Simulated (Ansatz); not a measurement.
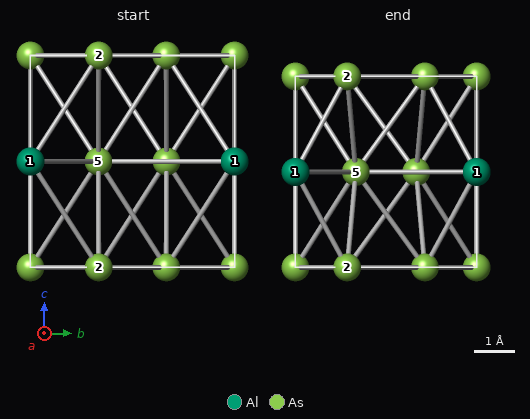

The structure of solid AlAs₅ (a generated structure, set up in P-62m) (coarse preliminary run) before (left) and after (right) a relaxation, at one scale.

The picture is a ball-and-stick view of the cell of the calculation, seen along the a axis.

Level of theory: DFT PBE, scalar-relativistic, plane waves, PAW (Ansatz). Settings: plane-wave cutoff 420 eV; k-point mesh 3 × 3 × 4; occupations gaussian; smearing width 0.1 eV; no spin polarisation; cell and atoms relaxed; force threshold 0.04 eV/Å; at most 70 steps.

Question: Describe what moved and what it gained.

Answer: Over 6 accepted moves (7 points after the start) the energy falls by 3.175 eV per cell of the calculation. The largest force component goes from 0.26 to 0.013 eV/Å. Pressure: −12.87 GPa at the start and 0.01 GPa at the end. At 1 point the geometry stayed and the basis and grid were re-selected for the new cell (energy shift of 3.7 meV per cell of the calculation at most each time). The largest moves relative to the cell, 0.26 Å, are those of As atoms. Al stays in place. The drawn cell changes as follows: a = b 5.934 → 5.269 Å (−11.2 %), c 5.336 → 4.809 Å (−9.9 %); the volume changes by −28.9 %. Among the contacts that change: As–As 3.438 → 2.606 Å, Al–As 3.326 → 2.836 Å, Al–As 3.426 → 3.042 Å, As–As 3.426 → 3.042 Å. The space group stays P-62m (No. 189).
